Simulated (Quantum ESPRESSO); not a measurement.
# Single-point calculation, with input and output: Ta (part 2 of 2)

The same run, continued: Ta (Im-3m, 1 atom in the cell); Kohn-Sham DFT of a periodic cell, LDA, GBRV 1.5 LDA, no spin polarisation (Quantum ESPRESSO 7.5); cutoff 761.92 eV, 11×11×11 k-mesh, fermi-dirac of 0.05 eV. The structure derives from an entry of the Crystallography Open Database. The volume is scaled by 0.98.

Geometry of the input (Å; fractional positions):
```
-1.6402  1.6402  1.6402
1.6402  -1.6402  1.6402
1.6402  1.6402  -1.6402
Ta 0.0000  0.0000  0.0000
```

What the program printed, continued:
```
   -48.3059 -14.8557 -14.4262 -14.2874  13.0015  18.2301  18.4544  21.7527
    22.0118  23.1212  34.3994  35.6922

          k = 0.3149 0.2362 0.0787 (   839 PWs)   bands (ev):

   -48.2719 -15.1671 -14.5537 -14.2925  14.1074  17.6472  18.3722  22.1363
    23.3756  23.9397  32.6734  34.0785

          k = 0.3936 0.3149 0.0787 (   840 PWs)   bands (ev):

   -48.2458 -15.3954 -14.6510 -14.2956  14.4991  17.2679  19.2521  22.5194
    23.6338  25.9673  31.0817  31.9201

          k = 0.4724 0.3936 0.0787 (   836 PWs)   bands (ev):

   -48.2360 -15.4787 -14.6871 -14.2968  14.5151  17.1362  19.9878  22.4743
    23.8811  27.0201  30.1879  31.1930

          k = 0.3149 0.1575 0.1575 (   843 PWs)   bands (ev):

   -48.2761 -15.0909 -14.5362 -14.3369  14.1955  17.7296  18.0501  21.7631
    23.4798  23.8387  33.1999  35.4348

          k = 0.3936 0.2362 0.1575 (   847 PWs)   bands (ev):

   -48.2486 -15.2753 -14.6861 -14.3584  15.0753  17.3667  18.2084  22.1625
    23.6015  25.9885  31.2653  33.8986

          k = 0.4724 0.3149 0.1575 (   844 PWs)   bands (ev):

   -48.2321 -15.3729 -14.7888 -14.3664  15.2418  17.2567  18.8862  22.4224
    23.8375  27.8259  29.3944  32.5460

          k = 0.4724 0.2362 0.2362 (   847 PWs)   bands (ev):

   -48.2307 -15.2829 -14.8777 -14.3945  15.8282  17.2463  18.2026  22.5684
    23.5287  28.2690  29.1147  33.2804

          k = 0.5511 0.3149 0.2362 (   846 PWs)   bands (ev):

   -48.2240 -15.2422 -14.9963 -14.4044  16.0099  17.3943  18.1480  22.8616
    23.6195  27.8623  29.8073  32.0487

          k = 0.1575 0.1575 0.1575 (   854 PWs)   bands (ev):

   -48.3138 -14.8116 -14.3278 -14.3278  12.7533  18.2738  18.2738  21.9921
    22.4997  22.4997  34.8199  35.9073

          k = 0.2362 0.2362 0.1575 (   846 PWs)   bands (ev):

   -48.2832 -15.0761 -14.4634 -14.3394  14.0195  17.6720  17.8431  22.5159
    23.0041  23.8957  34.2741  34.7977

          k = 0.3149 0.3149 0.1575 (   839 PWs)   bands (ev):

   -48.2550 -15.2849 -14.6141 -14.3501  14.8767  17.2473  18.2478  22.7921
    23.4041  25.9817  31.7516  32.6130

          k = 0.3936 0.3936 0.1575 (   845 PWs)   bands (ev):

   -48.2382 -15.3983 -14.7109 -14.3565  14.9994  17.0306  19.4013  22.9209
    23.6652  27.5883  29.5384  31.5857

          k =-0.0000-0.0000 0.1575 (   855 PWs)   bands (ev):

   -48.3457 -14.3940 -14.3159 -14.3159  11.4846  19.3131  19.3131  19.7448
    21.5644  23.1311  34.7380  34.7739

          k = 0.3149 0.2362 0.2362 (   841 PWs)   bands (ev):

   -48.2585 -15.2278 -14.5717 -14.4171  15.2582  17.3278  17.4841  22.7997
    23.3906  26.0756  32.0662  34.2917

          k = 0.3936 0.3149 0.2362 (   840 PWs)   bands (ev):

   -48.2395 -15.2870 -14.7397 -14.4480  15.8185  17.1347  18.1335  23.0745
    23.6394  28.0909  29.2146  32.8385

          k = 0.4724 0.3936 0.2362 (   842 PWs)   bands (ev):

   -48.2325 -15.2907 -14.8235 -14.4566  15.8259  17.0738  18.8251  23.1611
    23.7493  27.9070  29.0619  32.2126

          k = 0.0000-0.0787 0.2362 (   861 PWs)   bands (ev):

   -48.3194 -14.6453 -14.4058 -14.3349  12.4729  18.8830  19.0366  20.7092
    20.8915  23.4335  35.0615  36.1866

          k = 0.4724 0.3149 0.3149 (   839 PWs)   bands (ev):

   -48.2303 -15.1766 -14.9372 -14.4985  16.2801  17.4796  18.0596  23.3924
    23.6572  27.2281  29.9822  31.9902

          k =-0.0000-0.1575 0.3149 (   848 PWs)   bands (ev):

   -48.2847 -14.9852 -14.5214 -14.3341  13.7007  18.2689  18.4331  21.1910
    22.3923  23.6234  33.3032  35.8073

          k = 0.0787-0.0787 0.3149 (   849 PWs)   bands (ev):

   -48.2895 -14.8760 -14.5091 -14.3930  13.5874  18.4078  18.7864  20.5430
    21.8524  23.7589  33.8779  36.4369

          k =-0.0000-0.2362 0.3936 (   843 PWs)   bands (ev):

   -48.2527 -15.2856 -14.6253 -14.3321  14.4600  17.7650  18.5501  21.8342
    23.7999  24.4654  31.7875  33.7830

          k = 0.0787-0.1575 0.3936 (   843 PWs)   bands (ev):

   -48.2569 -15.1449 -14.6408 -14.4052  14.6825  17.7364  18.5088  21.0652
    23.4400  24.1234  32.3835  35.8658

          k =-0.0000-0.3149 0.4724 (   839 PWs)   bands (ev):

   -48.2336 -15.4589 -14.6861 -14.3307  14.5743  17.4888  19.3271  21.8593
    24.4407  26.2684  30.7433  32.1498

          k = 0.0787-0.2362 0.4724 (   840 PWs)   bands (ev):

   -48.2318 -15.3480 -14.7438 -14.4053  15.1050  17.6992  18.4408  21.5157
    24.0325  26.0735  31.0433  33.9308

          k = 0.1575-0.1575 0.4724 (   848 PWs)   bands (ev):

   -48.2312 -15.2611 -14.8124 -14.4342  15.6156  17.1245  18.5280  21.5189
    23.4131  26.2018  31.1846  35.0881

          k =-0.7873-0.3149-0.3149 (   837 PWs)   bands (ev):

   -48.2225 -15.4227 -14.7821 -14.4046  15.1082  17.7414  18.6312  21.4045
    24.7690  27.2801  29.9099  33.2061

          k =-0.7086-0.2362-0.3149 (   841 PWs)   bands (ev):

   -48.2158 -15.3067 -14.9463 -14.4406  15.9659  17.3020  18.0552  22.0051
    23.8586  28.4351  29.2900  33.2259

          k =-0.6298-0.2362-0.2362 (   844 PWs)   bands (ev):

   -48.2099 -15.1596 -15.1596 -14.4479  16.7378  17.2317  17.2317  23.1858
    23.1858  28.0943  31.0560  31.0560

          k = 0.3149 0.3149 0.3149 (   844 PWs)   bands (ev):

   -48.2423 -15.2482 -14.6043 -14.6043  16.6080  17.1421  17.1421  23.4693
    23.4693  28.3104  29.2593  33.2750

          k = 0.3936 0.3936 0.3149 (   837 PWs)   bands (ev):

   -48.2327 -15.1728 -14.8063 -14.6236  16.7634  17.0837  18.0384  23.5761
    23.7638  27.0584  29.9156  32.7553

          k = 0.0000 0.0000 0.3149 (   847 PWs)   bands (ev):

   -48.2945 -14.7124 -14.4990 -14.4990  13.3960  19.3132  19.4265  19.4265
    20.7712  23.8809  34.4569  37.2543

          k = 0.4724 0.3936 0.3936 (   835 PWs)   bands (ev):

   -48.2301 -14.9723 -14.9723 -14.7079  16.9777  17.6732  17.6732  23.7814
    23.7814  26.1160  31.3807  31.3807

          k =-0.0000-0.0787 0.3936 (   843 PWs)   bands (ev):

   -48.2618 -14.9624 -14.6186 -14.5396  14.5476  18.0379  19.2181  20.1487
    22.1281  23.8978  33.1477  37.7289

          k =-0.0000-0.1575 0.4724 (   839 PWs)   bands (ev):

   -48.2316 -15.2255 -14.7262 -14.5326  15.3046  17.4972  18.8239  20.8239
    24.1678  24.1716  32.3351  35.8367

          k = 0.0787-0.0787 0.4724 (   845 PWs)   bands (ev):

   -48.2315 -15.1246 -14.7621 -14.5950  15.4981  17.1512  19.3879  20.6161
    23.1406  24.2107  32.8858  36.8533

          k =-0.0000-0.2362 0.5511 (   832 PWs)   bands (ev):

   -48.2136 -15.3809 -14.7890 -14.5247  15.3572  17.7925  18.5876  20.6387
    25.6413  26.0249  30.6481  34.4147

          k = 0.0787-0.1575 0.5511 (   840 PWs)   bands (ev):

   -48.2083 -15.2707 -14.8837 -14.5954  15.9105  16.8679  18.9463  21.1876
    23.9941  26.2755  31.3539  34.5152

          k =-0.7873-0.2362-0.2362 (   841 PWs)   bands (ev):

   -48.1996 -15.3272 -14.9287 -14.5922  15.8199  17.1437  18.5884  21.1970
    25.0731  27.9602  29.5123  33.0527

          k =-0.7086-0.1575-0.2362 (   835 PWs)   bands (ev):

   -48.1944 -15.2363 -15.0684 -14.6010  16.4125  16.5203  18.2526  22.6184
    23.8490  28.6307  29.5869  32.2159

          k =-0.0000-0.0000 0.4724 (   835 PWs)   bands (ev):

   -48.2316 -14.9877 -14.7433 -14.7433  15.4500  17.2017  20.2454  20.2454
    22.3366  23.6464  33.6660  37.5077

          k =-0.0000-0.0787 0.5511 (   839 PWs)   bands (ev):

   -48.2038 -15.1496 -14.8553 -14.7823  15.9192  16.4477  20.4221  20.8031
    23.8951  24.1141  33.4698  35.1193

          k =-0.0000-0.1575 0.6298 (   836 PWs)   bands (ev):

   -48.1873 -15.2772 -14.9208 -14.7701  15.7242  16.4227  20.3186  20.6928
    25.7244  26.2866  30.5399  32.8724

          k = 0.0787-0.0787 0.6298 (   837 PWs)   bands (ev):

   -48.1826 -15.2015 -14.9978 -14.8139  15.8641  15.9677  20.2770  22.1728
    24.1723  26.2499  31.3787  32.8343

          k =-0.7873-0.1575-0.1575 (   838 PWs)   bands (ev):

   -48.1747 -15.2213 -15.0654 -14.8093  15.6702  15.9311  20.0908  22.6957
    24.9239  28.5235  29.1200  31.1978

          k =-0.0000-0.0000 0.6298 (   840 PWs)   bands (ev):

   -48.1782 -15.1111 -14.9713 -14.9713  15.6723  15.7598  22.0076  22.0076
    24.1256  24.3820  32.9936  32.9936

          k =-0.0000-0.0787 0.7086 (   845 PWs)   bands (ev):

   -48.1630 -15.1804 -15.0390 -14.9875  15.2839  15.4485  22.5073  22.5119
    25.4734  26.4672  30.0917  30.9078

          k =-0.7873-0.0787-0.0787 (   838 PWs)   bands (ev):

   -48.1557 -15.1390 -15.1390 -14.9994  15.1498  15.1498  22.4812  24.7259
    24.7259  28.7327  28.7327  28.8627

          k =-0.0000-0.0000 0.7873 (   856 PWs)   bands (ev):

   -48.1486 -15.1273 -15.1080 -15.1080  14.8805  14.9292  24.6450  24.6450
    25.4667  26.9188  28.7682  28.7682

     the Fermi energy is    18.7045 ev

!    total energy              =    -141.92256474 Ry
     estimated scf accuracy    <          3.3E-11 Ry
     smearing contrib. (-TS)   =      -0.00050620 Ry
     internal energy E=F+TS    =    -141.92205854 Ry

     The total energy is F=E-TS. E is the sum of the following terms:
     one-electron contribution =     -14.57706365 Ry
     hartree contribution      =      13.94177103 Ry
     xc contribution           =     -42.07305863 Ry
     ewald contribution        =     -99.21370729 Ry

     convergence has been achieved in   8 iterations

     negative rho (up, down):  9.831E-02 0.000E+00

     Forces acting on atoms (cartesian axes, Ry/au):

     atom    1 type  1   force =     0.00000000    0.00000000    0.00000000

     Total force =     0.000000     Total SCF correction =     0.000000

     Computing stress (Cartesian axis) and pressure

     negative rho (up, down):  9.831E-02 0.000E+00
          total   stress  (Ry/bohr**3)                   (kbar)     P=      -54.85
  -0.00037287  -0.00000000  -0.00000000          -54.85       -0.00       -0.00
  -0.00000000  -0.00037287  -0.00000000           -0.00      -54.85       -0.00
  -0.00000000  -0.00000000  -0.00037287           -0.00       -0.00      -54.85

=------------------------------------------------------------------------------=
   JOB DONE.
=------------------------------------------------------------------------------=
```

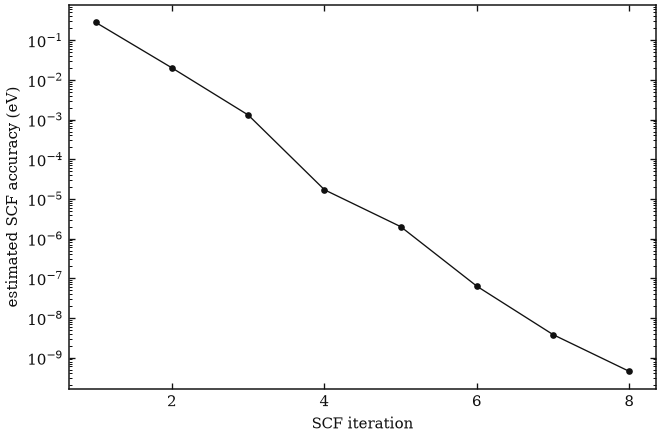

*Convergence of the self-consistent field: estimated SCF accuracy against the iteration.*

The field takes 8 iterations in all.

Results in brief:

| quantity | value |
| --- | --- |
| outcome | converged |
| space group (tolerance 0.01 Å) | Im-3m (229) |
| electrons treated | 13 |
| free energy | −1930.9549 eV |
| Fermi energy | 18.705 eV |
| gap on the k-point mesh | none (metallic) |
| pressure | −5.49 GPa |
| largest force (length of the vector) | under 0.001 eV/Å |
| hardware | 2 threads of Intel Xeon (Granite Rapids), 64 GiB of memory available, shared host |
| wall time | 4.3 s (CPU time 8.2 s) |
| peak memory | 0.22 GiB |

Notes:

Notes on the run: negative rho. Spin–orbit coupling is left out, which matters for Ta. The cell is under a tension of 5.5 GPa at this level, so it is not at its equilibrium volume.
